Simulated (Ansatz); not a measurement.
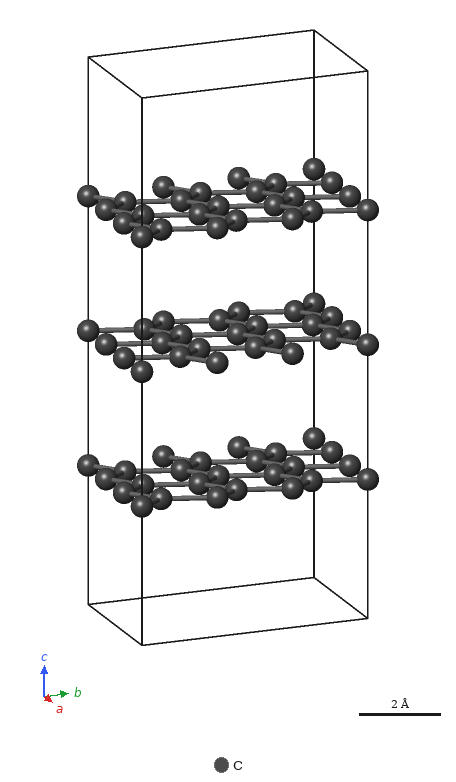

Figure 1. The input geometry (ball-and-stick view of the 3 × 3 repeat of the cell, with the vacuum cut short, seen slightly off an axis).

## Geometry relaxation of C (part 1 of 2)

The run: geometry relaxation of C (slab, 6 atoms in the cell). Method and program: DFT LDA, scalar-relativistic, plane waves, PAW, no spin polarisation (Ansatz 0.2.0).

The structure derives from a Materials Project entry.

**Log**
```
Engine: ansatz 0.2.0, x86_64-unknown-linux-gnu
Pseudopotentials: kind: paw
Pseudopotential: C, paw, valence charge 4, recommended cutoff 420 eV (normal), C.paw.azcp
Functional definition: SPW92
  exchange = slater_x
  correlation = pw_c
Crystal: 6 atoms, lattice volume = 207.823 Å³
Basis set: ecut = 420 eV, 3917 PW (Γ)
Bands: 18, of which v1, the nominal top of the filled ones, is band 12 counted from 1 (11 counted from 0)
Symmetry: 12 space group operations
Space group: P-6m2 (ITA 187), of the structure as read, at distance tolerance 5.9e-5 Å
k-points: 37 of 324 (time reversal used)
Non-local potential: C, projectors of the file, l = 0: 2, l = 1: 2, l = 2: 1
PAW form: soft (Blöchl's): semilocal exchange-correlation on the pseudo side does not see the compensation charge
PAW frozen core: C, regenerated for the run's functional, and the local potential with it (the file was generated under x = pbe(κ = 0.804, μ = 0.2195149727645171), c = pbe(β = 0.06672455060314922))
PAW one-centre angular grid: C, 110 points (default); XC on 64 Gauss nodes
Initial density: superposition of atomic densities (neutral atoms: chi_scale 0, normalization atom), corrected by the library's trained network
Initial wavefunctions: pseudopotential atomic-orbital guess
Functional: x = slater, c = lda
SCF iter   1: F=—  HF=-1457.821008 eV  |F-HF|=—  |Δ(HF+E_count)|=         —  Δρ=3.23e-3  dr2=9.92e-3  ethr=1.77e-3  ⟨swp⟩=12.2  Hψ=5909  notcnv=0
preconditioner: auto → LDOS  [metal: Δε(μ)=0.044 eV  Ē_g=14.935 eV  σ=0.100 eV  W_gap=0.24  n_scr=22 (ndim 8)  ℏωp=12.6 eV  f_vac=0.729  D(μ)=0.26/eV (n_scr^D=6)  β→1.0]
SCF iter   2: F=—  HF=-1457.822082 eV  |F-HF|=—  |Δ(HF+E_count)|=   1.07e-3  Δρ=7.36e-4  dr2=3.99e-3  ethr=4.13e-5  ⟨swp⟩=3.5  Hψ=1918  notcnv=0  defer=30
SCF iter   3: F=—  HF=-1457.821265 eV  |F-HF|=—  |Δ(HF+E_count)|=   8.16e-4  Δρ=3.77e-4  dr2=1.00e-3  ethr=1.66e-5  ⟨swp⟩=2.6  Hψ=1257  notcnv=0  defer=30
SCF iter   4: F=—  HF=-1457.821051 eV  |F-HF|=—  |Δ(HF+E_count)|=   2.14e-4  Δρ=1.00e-4  dr2=7.24e-5  ethr=4.18e-6  ⟨swp⟩=2.8  Hψ=1088  notcnv=0  defer=30
SCF iter   5: F=—  HF=-1457.821017 eV  |F-HF|=—  |Δ(HF+E_count)|=   3.47e-5  Δρ=2.48e-5  dr2=2.26e-6  ethr=3.02e-7  ⟨swp⟩=2.5  Hψ=1160  notcnv=0  defer=29
iter 6 did not close the SCF: its close was put off until two iterations running show no level that it waits for move by more than its bar (scf_convergence_deferred on its scf_iter line)
SCF iter   6: F=-1457.821017 eV  HF=-1457.821017 eV  |F-HF|=2.28e-8  |Δ(HF+E_count)|=   2.96e-9  Δρ=5.26e-6  dr2=5.23e-8  ethr=4.17e-10  ⟨swp⟩=24.2  Hψ=8380  notcnv=0
iter 7 did not close the SCF: its close was put off until two iterations running show no level that it waits for move by more than its bar (scf_convergence_deferred on its scf_iter line)
SCF iter   7: F=-1457.821017 eV  HF=-1457.821017 eV  |F-HF|=1.34e-9  |Δ(HF+E_count)|=  3.93e-10  Δρ=1.44e-6  dr2=2.57e-9  ethr=2.18e-10  ⟨swp⟩=10.2  Hψ=5375  notcnv=0
SCF iter   8: F=-1457.821017 eV  HF=-1457.821017 eV  |F-HF|=5.48e-10  |Δ(HF+E_count)|=   1.88e-9  Δρ=8.27e-7  dr2=1.21e-9  ethr=1.07e-11  ⟨swp⟩=8.3  Hψ=4651  notcnv=0
SCF 1 converged in 8 iterations: F = -1457.821017 eV  dr2 = 1.21e-9
  greatest PAW one-centre occupation: 0.665 electrons in one spin orbital (limit 2), on the C atom at site 2 (counted from 0), in its partial waves of l = 0
relax step   1: F+E_penalty+E_count = -1457.82101673 eV  Δ(F+E_penalty+E_count) = +0.000e0 eV  max|allowed force component| = 8.535e-3 eV/Å  Δτ_max = 0.0000 Å  P = -10.384 N/m  Ω = 207.823 Å³  fix = [c, alpha, beta]  reactions: c -0.000 N/m  (8 SCF iters, dr2 threshold 1.00e-7 eV, accepted)
Crystal: 6 atoms, lattice volume = 205.550 Å³
Basis set: ecut = 420 eV, 3881 PW (Γ)
Initial density: handed on by an earlier stage of this run
Initial wavefunctions: those handed on with the density
iter 1 solved again at ethr=1.11e-3 eV; its pass at ethr=3.10e-3 eV (dr2=2.67e-1 eV) is discarded
SCF iter   1: F=—  HF=-1457.937725 eV  |F-HF|=—  |Δ(HF+E_count)|=         —  Δρ=1.30e-2  dr2=2.66e-1  ethr=1.11e-3  ⟨swp⟩=2.0  Hψ=5400  notcnv=0
preconditioner: auto → LDOS  [metal: Δε(μ)=0.010 eV  Ē_g=15.151 eV  σ=0.100 eV  W_gap=0.05  n_scr=22 (ndim 8)  ℏωp=12.7 eV  f_vac=0.735  D(μ)=0.27/eV (n_scr^D=6)  β→1.0]
SCF iter   2: F=—  HF=-1457.939124 eV  |F-HF|=—  |Δ(HF+E_count)|=   1.40e-3  Δρ=6.81e-3  dr2=3.09e-1  ethr=1.11e-3  ⟨swp⟩=4.4  Hψ=2391  notcnv=0  defer=35
SCF iter   3: F=—  HF=-1457.851895 eV  |F-HF|=—  |Δ(HF+E_count)|=   8.72e-2  Δρ=1.04e-3  dr2=8.65e-3  ethr=1.11e-3  ⟨swp⟩=4.1  Hψ=1834  notcnv=0  defer=48
SCF iter   4: F=—  HF=-1457.849762 eV  |F-HF|=—  |Δ(HF+E_count)|=   2.13e-3  Δρ=3.91e-4  dr2=5.12e-4  ethr=3.60e-5  ⟨swp⟩=3.0  Hψ=1376  notcnv=0  defer=48
SCF iter   5: F=—  HF=-1457.849634 eV  |F-HF|=—  |Δ(HF+E_count)|=   1.28e-4  Δρ=1.28e-4  dr2=1.50e-5  ethr=2.13e-6  ⟨swp⟩=3.1  Hψ=1173  notcnv=0  defer=47
SCF iter   6: F=—  HF=-1457.849644 eV  |F-HF|=—  |Δ(HF+E_count)|=   9.87e-6  Δρ=3.16e-5  dr2=2.39e-6  ethr=6.25e-8  ⟨swp⟩=2.9  Hψ=1254  notcnv=0  defer=47
iter 7 did not close the SCF: its close was put off until two iterations running show no level that it waits for move by more than its bar (scf_convergence_deferred on its scf_iter line)
SCF iter   7: F=-1457.849644 eV  HF=-1457.849644 eV  |F-HF|=3.08e-7  |Δ(HF+E_count)|=   7.53e-9  Δρ=1.09e-5  dr2=4.67e-7  ethr=2.50e-9  ⟨swp⟩=27.1  Hψ=7971  notcnv=0
iter 8 did not close the SCF: its close was put off until two iterations running show no level that it waits for move by more than its bar (scf_convergence_deferred on its scf_iter line)
SCF iter   8: F=-1457.849644 eV  HF=-1457.849644 eV  |F-HF|=2.45e-8  |Δ(HF+E_count)|=   5.66e-8  Δρ=3.59e-6  dr2=2.06e-8  ethr=1.95e-9  ⟨swp⟩=10.9  Hψ=5551  notcnv=0
SCF iter   9: F=-1457.849644 eV  HF=-1457.849644 eV  |F-HF|=4.07e-10  |Δ(HF+E_count)|=   3.17e-8  Δρ=6.07e-7  dr2=1.05e-9  ethr=8.56e-11  ⟨swp⟩=9.7  Hψ=5170  notcnv=0
SCF 2 converged in 9 iterations: F = -1457.849644 eV  dr2 = 1.05e-9
  greatest PAW one-centre occupation: 0.669 electrons in one spin orbital (limit 2), on the C atom at site 2 (counted from 0), in its partial waves of l = 0
relax step   2: F+E_penalty+E_count = -1457.84964385 eV  Δ(F+E_penalty+E_count) = -2.863e-2 eV  max|allowed force component| = 2.007e-3 eV/Å  Δτ_max = 0.0784 Å  P = -3.503 N/m  Ω = 205.550 Å³  energy of the carried Pulay correction = +2.409e-3 eV  fix = [c, alpha, beta]  reactions: c -0.000 N/m  (9 SCF iters, dr2 threshold 6.00e-7 eV, accepted)
Crystal: 6 atoms, lattice volume = 204.386 Å³
Basis set: ecut = 420 eV, 3857 PW (Γ)
iter 1 solved again at ethr=5.90e-5 eV; its pass at ethr=3.10e-3 eV (dr2=1.42e-2 eV) is discarded
SCF iter   1: F=—  HF=-1457.858994 eV  |F-HF|=—  |Δ(HF+E_count)|=         —  Δρ=2.96e-3  dr2=1.41e-2  ethr=5.90e-5  ⟨swp⟩=2.2  Hψ=4449  notcnv=0
preconditioner: auto → LDOS  [metal: Δε(μ)=0.007 eV  Ē_g=15.114 eV  σ=0.100 eV  W_gap=0.04  n_scr=22 (ndim 8)  ℏωp=12.7 eV  f_vac=0.732  D(μ)=0.28/eV (n_scr^D=6)  β→1.0]
SCF iter   2: F=—  HF=-1457.858069 eV  |F-HF|=—  |Δ(HF+E_count)|=   9.25e-4  Δρ=1.53e-3  dr2=1.51e-2  ethr=5.89e-5  ⟨swp⟩=3.0  Hψ=1528  notcnv=0
SCF iter   3: F=—  HF=-1457.854012 eV  |F-HF|=—  |Δ(HF+E_count)|=   4.06e-3  Δρ=2.53e-4  dr2=3.41e-4  ethr=5.89e-5  ⟨swp⟩=2.9  Hψ=1334  notcnv=0
SCF iter   4: F=—  HF=-1457.853925 eV  |F-HF|=—  |Δ(HF+E_count)|=   8.78e-5  Δρ=6.95e-5  dr2=5.58e-6  ethr=1.42e-6  ⟨swp⟩=3.2  Hψ=1364  notcnv=0
SCF iter   5: F=—  HF=-1457.853925 eV  |F-HF|=—  |Δ(HF+E_count)|=   8.92e-7  Δρ=3.38e-5  dr2=1.84e-6  ethr=2.50e-9  ⟨swp⟩=22.2  Hψ=8119  notcnv=0
iter 6 did not close the SCF: its close was put off until two iterations running show no level that it waits for move by more than its bar (scf_convergence_deferred on its scf_iter line)
SCF iter   6: F=-1457.853925 eV  HF=-1457.853925 eV  |F-HF|=7.68e-8  |Δ(HF+E_count)|=   1.40e-7  Δρ=5.54e-6  dr2=3.21e-8  ethr=2.50e-9  ⟨swp⟩=11.9  Hψ=5994  notcnv=0
SCF iter   7: F=-1457.853925 eV  HF=-1457.853925 eV  |F-HF|=9.72e-10  |Δ(HF+E_count)|=   8.61e-8  Δρ=1.09e-6  dr2=1.67e-9  ethr=1.34e-10  ⟨swp⟩=9.7  Hψ=5343  notcnv=0
SCF 3 converged in 7 iterations: F = -1457.853925 eV  dr2 = 1.67e-9
  greatest PAW one-centre occupation: 0.671 electrons in one spin orbital (limit 2), on the C atom at site 2 (counted from 0), in its partial waves of l = 0
relax step   3: F+E_penalty+E_count = -1457.85392539 eV  Δ(F+E_penalty+E_count) = -4.282e-3 eV  max|allowed force component| = 3.086e-3 eV/Å  Δτ_max = 0.0167 Å  P = +0.206 N/m  Ω = 204.386 Å³  energy of the carried Pulay correction = +3.653e-3 eV  fix = [c, alpha, beta]  reactions: c +0.000 N/m  (7 SCF iters, dr2 threshold 6.00e-7 eV, accepted)
Crystal: 6 atoms, lattice volume = 204.448 Å³
iter 1 solved again at ethr=5.91e-6 eV; its pass at ethr=3.10e-3 eV (dr2=1.42e-3 eV) is discarded
SCF iter   1: F=—  HF=-1457.854389 eV  |F-HF|=—  |Δ(HF+E_count)|=         —  Δρ=9.57e-4  dr2=1.43e-3  ethr=5.91e-6  ⟨swp⟩=2.5  Hψ=4208  notcnv=0
preconditioner: auto → LDOS  [metal: Δε(μ)=0.008 eV  Ē_g=15.084 eV  σ=0.100 eV  W_gap=0.05  n_scr=22 (ndim 8)  ℏωp=12.7 eV  f_vac=0.733  D(μ)=0.28/eV (n_scr^D=6)  β→1.0]
SCF iter   2: F=—  HF=-1457.854379 eV  |F-HF|=—  |Δ(HF+E_count)|=   1.02e-5  Δρ=5.04e-4  dr2=1.77e-3  ethr=5.91e-6  ⟨swp⟩=3.0  Hψ=1332  notcnv=0
SCF iter   3: F=—  HF=-1457.853920 eV  |F-HF|=—  |Δ(HF+E_count)|=   4.59e-4  Δρ=7.88e-5  dr2=1.89e-5  ethr=5.91e-6  ⟨swp⟩=2.9  Hψ=1216  notcnv=0
SCF iter   4: F=—  HF=-1457.853893 eV  |F-HF|=—  |Δ(HF+E_count)|=   2.66e-5  Δρ=2.64e-5  dr2=1.03e-6  ethr=7.86e-8  ⟨swp⟩=3.3  Hψ=1365  notcnv=0
SCF iter   5: F=—  HF=-1457.853893 eV  |F-HF|=—  |Δ(HF+E_count)|=   1.61e-7  Δρ=8.13e-6  dr2=6.36e-8  ethr=4.28e-9  ⟨swp⟩=2.5  Hψ=1186  notcnv=0
SCF iter   6: F=-1457.853893 eV  HF=-1457.853893 eV  |F-HF|=5.15e-9  |Δ(HF+E_count)|=   7.82e-8  Δρ=1.28e-6  dr2=1.52e-9  ethr=1.57e-10  ⟨swp⟩=17.5  Hψ=6507  notcnv=0
SCF 4 converged in 6 iterations: F = -1457.853893 eV  dr2 = 1.52e-9
relax step   4: F+E_penalty+E_count = -1457.85389336 eV  Δ(F+E_penalty+E_count) = +3.203e-5 eV  max|allowed force component| = 7.120e-4 eV/Å  Δτ_max = 0.0057 Å  P = +0.002 N/m  Ω = 204.448 Å³  energy of the carried Pulay correction = +3.586e-3 eV  fix = [c, alpha, beta]  reactions: c +0.000 N/m  (6 SCF iters, dr2 threshold 3.77e-8 eV, accepted)
Crystal: 6 atoms, lattice volume = 204.443 Å³
iter 1 solved again at ethr=4.91e-6 eV; its pass at ethr=3.10e-3 eV (dr2=1.18e-3 eV) is discarded
SCF iter   1: F=—  HF=-1457.854317 eV  |F-HF|=—  |Δ(HF+E_count)|=         —  Δρ=8.73e-4  dr2=1.19e-3  ethr=4.91e-6  ⟨swp⟩=2.4  Hψ=4190  notcnv=0
preconditioner: auto → LDOS  [metal: Δε(μ)=0.008 eV  Ē_g=15.087 eV  σ=0.100 eV  W_gap=0.05  n_scr=22 (ndim 8)  ℏωp=12.7 eV  f_vac=0.733  D(μ)=0.28/eV (n_scr^D=6)  β→1.0]
SCF iter   2: F=—  HF=-1457.854314 eV  |F-HF|=—  |Δ(HF+E_count)|=   3.02e-6  Δρ=4.60e-4  dr2=1.48e-3  ethr=4.91e-6  ⟨swp⟩=3.1  Hψ=1255  notcnv=0
SCF iter   3: F=—  HF=-1457.853929 eV  |F-HF|=—  |Δ(HF+E_count)|=   3.84e-4  Δρ=7.35e-5  dr2=1.60e-5  ethr=4.91e-6  ⟨swp⟩=2.9  Hψ=1125  notcnv=0
SCF iter   4: F=—  HF=-1457.853927 eV  |F-HF|=—  |Δ(HF+E_count)|=   2.26e-6  Δρ=2.51e-5  dr2=9.59e-7  ethr=6.68e-8  ⟨swp⟩=3.2  Hψ=1416  notcnv=0
SCF iter   5: F=—  HF=-1457.853905 eV  |F-HF|=—  |Δ(HF+E_count)|=   2.21e-5  Δρ=6.99e-6  dr2=4.03e-8  ethr=4.00e-9  ⟨swp⟩=2.4  Hψ=1166  notcnv=0
SCF iter   6: F=—  HF=-1457.853905 eV  |F-HF|=—  |Δ(HF+E_count)|=   8.09e-8  Δρ=9.46e-7  dr2=9.18e-10  ethr=1.68e-10  ⟨swp⟩=2.9  Hψ=1250  notcnv=0
SCF iter   7: F=—  HF=-1457.853905 eV  |F-HF|=—  |Δ(HF+E_count)|=   3.83e-9  Δρ=2.17e-7  dr2=8.04e-11  ethr=3.83e-12  ⟨swp⟩=2.9  Hψ=1265  notcnv=0
SCF iter   8: F=-1457.853905 eV  HF=-1457.853905 eV  |F-HF|=7.05e-12  |Δ(HF+E_count)|=  1.60e-10  Δρ=5.29e-8  dr2=3.11e-12  ethr=1.00e-12  ⟨swp⟩=10.9  Hψ=5270  notcnv=0
SCF 5 converged in 8 iterations: F = -1457.853905 eV  dr2 = 3.11e-12
relax step   5: F+E_penalty+E_count = -1457.85390496 eV  Δ(F+E_penalty+E_count) = -1.160e-5 eV  max|allowed force component| = 1.620e-4 eV/Å  Δτ_max = 0.0052 Å  P = +0.016 N/m  Ω = 204.443 Å³  energy of the carried Pulay correction = +3.592e-3 eV  fix = [c, alpha, beta]  reactions: c +0.000 N/m  (8 SCF iters, accepted)
Initial wavefunctions: pseudopotential atomic-orbital guess (no wavefunctions were taken with the density)
iter 1 solved again at ethr=5.58e-7 eV; its pass at ethr=3.10e-3 eV (dr2=1.34e-4 eV) is discarded
SCF iter   1: F=—  HF=-1457.850605 eV  |F-HF|=—  |Δ(HF+E_count)|=         —  Δρ=5.44e-5  dr2=7.99e-7  ethr=5.58e-7  ⟨swp⟩=5.5  Hψ=8625  notcnv=0
preconditioner: auto → LDOS  [metal: Δε(μ)=0.008 eV  Ē_g=15.085 eV  σ=0.100 eV  W_gap=0.05  n_scr=22 (ndim 8)  ℏωp=12.7 eV  f_vac=0.732  D(μ)=0.28/eV (n_scr^D=6)  β→1.0]
SCF iter   2: F=—  HF=-1457.850584 eV  |F-HF|=—  |Δ(HF+E_count)|=   2.12e-5  Δρ=4.15e-6  dr2=2.58e-8  ethr=3.33e-9  ⟨swp⟩=3.2  Hψ=1466  notcnv=0
SCF iter   3: F=—  HF=-1457.850584 eV  |F-HF|=—  |Δ(HF+E_count)|=   6.06e-9  Δρ=1.91e-6  dr2=8.20e-9  ethr=1.08e-10  ⟨swp⟩=3.1  Hψ=1395  notcnv=0
SCF iter   4: F=—  HF=-1457.850584 eV  |F-HF|=—  |Δ(HF+E_count)|=   1.64e-9  Δρ=7.72e-7  dr2=1.15e-9  ethr=3.42e-11  ⟨swp⟩=2.5  Hψ=1210  notcnv=0
SCF iter   5: F=—  HF=-1457.850584 eV  |F-HF|=—  |Δ(HF+E_count)|=  1.72e-10  Δρ=1.35e-7  dr2=4.07e-11  ethr=4.77e-12  ⟨swp⟩=2.8  Hψ=1316  notcnv=0
SCF iter   6: F=—  HF=-1457.850584 eV  |F-HF|=—  |Δ(HF+E_count)|=  6.82e-12  Δρ=4.74e-8  dr2=3.91e-12  ethr=1.00e-12  ⟨swp⟩=1.8  Hψ=818  notcnv=0
SCF iter   7: F=-1457.850584 eV  HF=-1457.850584 eV  |F-HF|=2.18e-11  |Δ(HF+E_count)|=  2.86e-11  Δρ=1.28e-8  dr2=3.12e-13  ethr=1.00e-12  ⟨swp⟩=14.3  Hψ=4475  notcnv=0
SCF 6 converged in 7 iterations: F = -1457.850584 eV  dr2 = 3.12e-13
relax step   6: F+E_penalty+E_count = -1457.85058387 eV  Δ(F+E_penalty+E_count) = +3.321e-3 eV  max|allowed force component| = 1.233e-4 eV/Å  Δτ_max = 0.0000 Å  P = -0.101 N/m  Ω = 204.443 Å³  fix = [c, alpha, beta]  reactions: c -0.000 N/m  stress off target by 1.01e-1 N/m on what of the cell is left free  SCF on the basis re-selected at this cell (its energy is not comparable with the rows above)  (7 SCF iters)
basis re-selected at this cell: Δ(F+E_penalty+E_count) = +3.321e-3 eV, ΔP = -0.116 N/m vs the last step (what re-selecting the basis moved, of the pressure what is left beyond the Pulay correction that the steps carried, after the strain that the cell walked since its last selection, with what the two solves' SCF thresholds leave and, on support functions, any second-order correction that the steps lacked; it is no measure of the basis error at this ecutwfc). This SCF's stress stands 1.01e-1 N/m from its target on what of the cell is left free (relax.cell.stress_2d_tol is 2.00e-2 N/m) and its largest allowed force component is 1.23e-4 eV/Å (relax.f_tol is 5.00e-3 eV/Å): not within both, so this SCF does not close the relaxation
Crystal: 6 atoms, lattice volume = 204.409 Å³
iter 1 solved again at ethr=1.16e-8 eV; its pass at ethr=3.10e-3 eV (dr2=2.79e-6 eV) is discarded
SCF iter   1: F=—  HF=-1457.850623 eV  |F-HF|=—  |Δ(HF+E_count)|=         —  Δρ=3.80e-5  dr2=2.76e-6  ethr=1.16e-8  ⟨swp⟩=2.6  Hψ=4391  notcnv=0
preconditioner: auto → LDOS  [metal: Δε(μ)=0.008 eV  Ē_g=15.087 eV  σ=0.100 eV  W_gap=0.05  n_scr=22 (ndim 8)  ℏωp=12.7 eV  f_vac=0.732  D(μ)=0.28/eV (n_scr^D=6)  β→1.0]
SCF iter   2: F=—  HF=-1457.850622 eV  |F-HF|=—  |Δ(HF+E_count)|=   9.88e-7  Δρ=1.84e-5  dr2=1.41e-6  ethr=1.15e-8  ⟨swp⟩=2.4  Hψ=1188  notcnv=0
SCF iter   3: F=—  HF=-1457.850622 eV  |F-HF|=—  |Δ(HF+E_count)|=   1.57e-7  Δρ=3.33e-6  dr2=8.53e-8  ethr=5.86e-9  ⟨swp⟩=3.2  Hψ=1231  notcnv=0
SCF iter   4: F=-1457.850622 eV  HF=-1457.850622 eV  |F-HF|=1.22e-9  |Δ(HF+E_count)|=   1.83e-8  Δρ=6.59e-7  dr2=5.46e-10  ethr=3.74e-11  ⟨swp⟩=11.4  Hψ=6329  notcnv=0
SCF 7 converged in 4 iterations: F = -1457.850622 eV  dr2 = 5.46e-10
relax step   7: F+E_penalty+E_count = -1457.85062157 eV  Δ(F+E_penalty+E_count) = -3.770e-5 eV  max|allowed force component| = 8.779e-5 eV/Å  Δτ_max = 0.0001 Å  P = +0.007 N/m  Ω = 204.409 Å³  energy of the carried Pulay correction = +3.522e-5 eV  fix = [c, alpha, beta]  reactions: c +0.000 N/m  (4 SCF iters, dr2 threshold 8.98e-9 eV, accepted)
iter 1 solved again at ethr=5.50e-7 eV; its pass at ethr=3.10e-3 eV (dr2=1.32e-4 eV) is discarded
SCF iter   1: F=—  HF=-1457.850604 eV  |F-HF|=—  |Δ(HF+E_count)|=         —  Δρ=1.07e-6  dr2=1.76e-9  ethr=5.50e-7  ⟨swp⟩=5.5  Hψ=8592  notcnv=0
eigensolver tolerance schedule: the retry pair's looser diagonalisation over-reported the residual by 74946.47 of it (diagonalisation noise at an unbounded share of the residual, at the tolerance the schedule requests for it); recorded, not acted on — ethr = c·dr2/N_el stays at c = 1.0e-1
preconditioner: auto → LDOS  [metal: Δε(μ)=0.008 eV  Ē_g=15.086 eV  σ=0.100 eV  W_gap=0.05  n_scr=22 (ndim 8)  ℏωp=12.7 eV  f_vac=0.732  D(μ)=0.28/eV (n_scr^D=6)  β→1.0]
SCF iter   2: F=—  HF=-1457.850584 eV  |F-HF|=—  |Δ(HF+E_count)|=   1.99e-5  Δρ=1.01e-6  dr2=3.34e-9  ethr=7.33e-12  ⟨swp⟩=5.9  Hψ=2533  notcnv=0
SCF iter   3: F=—  HF=-1457.850584 eV  |F-HF|=—  |Δ(HF+E_count)|=  6.03e-10  Δρ=4.28e-7  dr2=1.75e-10  ethr=7.33e-12  ⟨swp⟩=2.6  Hψ=1095  notcnv=0
SCF iter   4: F=—  HF=-1457.850584 eV  |F-HF|=—  |Δ(HF+E_count)|=  3.64e-11  Δρ=1.48e-7  dr2=7.21e-11  ethr=1.00e-12  ⟨swp⟩=3.2  Hψ=1361  notcnv=0
SCF iter   5: F=-1457.850584 eV  HF=-1457.850584 eV  |F-HF|=7.05e-12  |Δ(HF+E_count)|=  8.07e-11  Δρ=1.61e-8  dr2=6.29e-13  ethr=1.00e-12  ⟨swp⟩=14.8  Hψ=5363  notcnv=0
SCF 8 converged in 5 iterations: F = -1457.850584 eV  dr2 = 6.29e-13
relax step   8: F+E_penalty+E_count = -1457.85058389 eV  Δ(F+E_penalty+E_count) = +3.768e-5 eV  max|allowed force component| = 8.063e-5 eV/Å  Δτ_max = 0.0000 Å  P = +0.007 N/m  Ω = 204.409 Å³  fix = [c, alpha, beta]  reactions: c +0.000 N/m  stress off target by 6.66e-3 N/m on what of the cell is left free  SCF on the basis re-selected at this cell (its energy is not comparable with the rows above)  (5 SCF iters)
```

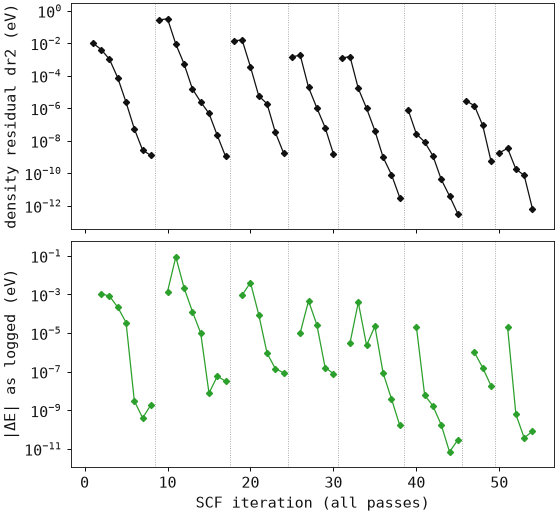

Figure 2. Convergence of the self-consistent field: density residual dr2 and size of the energy change against the SCF iteration. The dotted lines part the SCF passes of the relaxation: geometry steps, rejected trials and re-solves on a re-selected basis. The 8 passes take 4 to 9 iterations each, 54 in all.

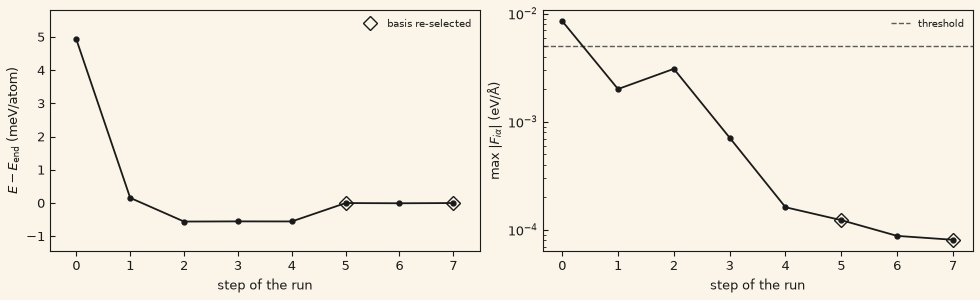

Figure 3. Progress of the relaxation, step by step (the first geometry is step 0 here and step 1 in the log).
